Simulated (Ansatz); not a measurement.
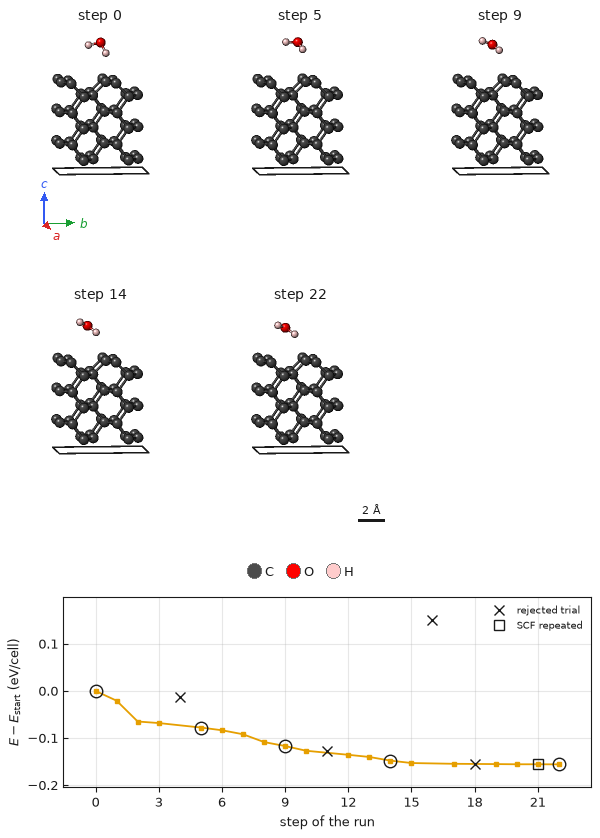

Frames of a constrained relaxation of a slab of composition H$_{2}$C$_{48}$O (cut from the Fd-3m phase), marked on the history of the run. The picture is a ball-and-stick view of the cell of the calculation, outlined in the plane, without the vacuum (origin shifted), seen from a free direction.

Case: 1 H2O a cell, tilted, over a top C site. The slab is the (1 1 0) face of C with H2O on it. 24 atoms are held fixed.

The calculation used DFT PBE+D3(BJ), scalar-relativistic, plane waves, PAW (Ansatz 0.2.0). (plane-wave cutoff 420 eV; k-point mesh 3 × 2 × 1; occupations gaussian; smearing width 0.05 eV; no spin polarisation; dipole correction; atoms relaxed in a fixed cell; force threshold 0.04 eV/Å; at most 100 steps)

**What happens along the run?**

Over 17 accepted moves (22 points after the start) the energy falls by 0.156 eV per cell of the calculation. Largest force component: 0.88 eV/Å at the start, 0.0062 eV/Å at the end. The line search rejected the trial steps at points 4, 11, 16, 18 of the run. 1 step only repeated the SCF at the same geometry. The largest move is that of the O atom, 1.41 Å at 67° to the normal (−c side). By element the largest moves are O 1.41 Å, H 1.01 Å, C 0.02 Å. The lattice vectors keep their values. Among the contacts that change: H–O 0.990 → 0.971 Å, C–C 1.479 → 1.489 Å. From step 0 to 5: an H atom moves most (0.43 Å), energy −77.6 meV per cell of the calculation. From step 5 to 9: the O atom moves most (0.47 Å), energy −39.2 meV per cell of the calculation. From step 9 to 14: an H atom moves most (0.50 Å), energy −30.9 meV per cell of the calculation. From step 14 to 22: an H atom moves most (0.31 Å), energy −7.9 meV per cell of the calculation.

Limits of the set-up: the k-point mesh is coarse for a cell with partly filled bands; the periodic images lie only 5.0 Å apart, so the values are limited by the cell's size.
